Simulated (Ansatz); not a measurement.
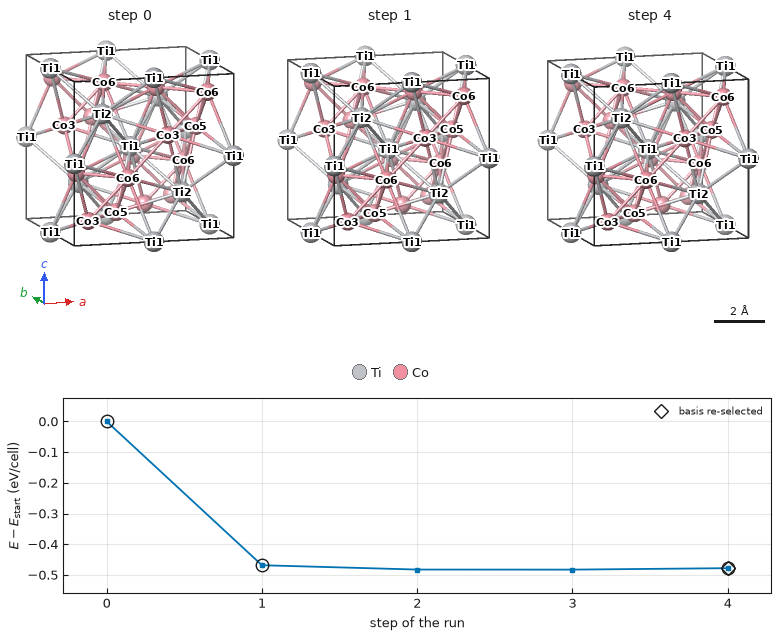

Frames of a relaxation of solid TiCo2 (set up in Fd-3m) (coarse preliminary run), marked on the history of the run. Style: ball-and-stick. Shown: the conventional cell (4 times the calculation's cell), slightly off an axis. Lengths and directions refer to the drawn axes.

These are results of DFT LDA, scalar-relativistic, plane waves, PAW (Ansatz 0.2.0), not measurements. Set-up: plane-wave cutoff 420 eV; k-point mesh 6 × 6 × 6; occupations gaussian; smearing width 0.1 eV; collinear spin; cell and atoms relaxed; force threshold 0.05 eV/Å; at most 80 steps.

Question: What happens along the run?

Answer: After 3 accepted moves (4 points after the start) the energy has fallen by 0.478 eV per cell of the calculation. All forces vanish by symmetry, so only the cell relaxes. Pressure: −19.80 GPa at the start and −0.14 GPa at the end. At 1 point the geometry stayed and the basis and grid were re-selected for the new cell (energy shift of 4.7 meV per cell of the calculation at most each time). No atom moves by more than 0.005 Å relative to the cell. The drawn cell changes as follows: a = b = c 6.704 → 6.489 Å (−3.2 %); the volume changes by −9.3 %. Near-neighbour distances that change, for instance: Ti–Ti 2.903 → 2.810 Å, Co–Ti 2.779 → 2.690 Å, Co–Co 2.370 → 2.294 Å. The space group stays Fd-3m (No. 227). The program noted that the starting moments weren't kept. From step 0 to 1: volume −7.9 %, energy −0.468 eV per cell of the calculation. From step 1 to 4: volume −1.6 %, energy −9.6 meV per cell of the calculation.

```
step  E − E(0), meV/atom  pressure, GPa  volume, Å³/atom                      note
   0                0.00         -19.80           12.554                          
   1              -78.06          -3.80           11.562                          
   2              -80.42           0.72           11.349                          
   3              -80.45          -0.02           11.382                          
   4              -79.66          -0.14           11.382  same geometry, new basis
```
